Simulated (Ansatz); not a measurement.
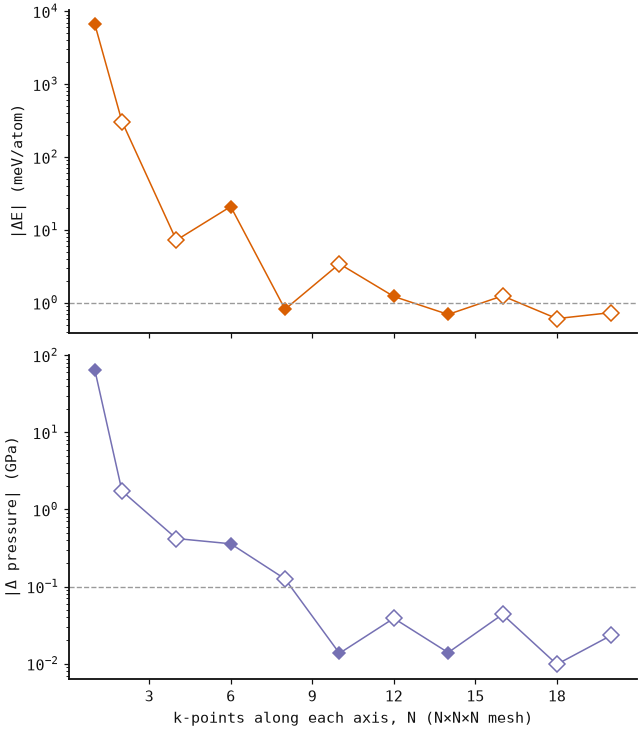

Convergence test: the k-point mesh is varied and all else is held.
System: ZrS (Fm-3m, 2 atoms in the cell).
Method: DFT r2SCAN, scalar-relativistic, plane waves, PAW (Ansatz 0.2.0); cutoff 500 eV, Gaussian smearing of 0.1 eV.
ΔE is the free energy less its value at the densest setting, 22×22×22.
Dashed lines or grey bands mark the tolerance: 1 meV/atom and 0.1 GPa.
On logarithmic panels, open markers lie below the reference value and filled ones above.

What is enough for the free energy to 1 meV/atom?

The free energy is within 1 meV/atom of the densest setting's value from 18×18×18 on. The agreement at 8×8×8 and 14×14×14 is by chance. It is off by 6600 meV/atom at 1×1×1, 0.81 meV/atom at 8×8×8 and 1.2 meV/atom at 16×16×16 (on both sides of it). The system is metallic at this level.

And the pressure, to 0.1 GPa?

The pressure is within 0.1 GPa of the densest setting's value from 10×10×10 on. It is off by 65 GPa at 1×1×1, 0.42 GPa at 4×4×4 and 0.13 GPa at 8×8×8 (on both sides of it).
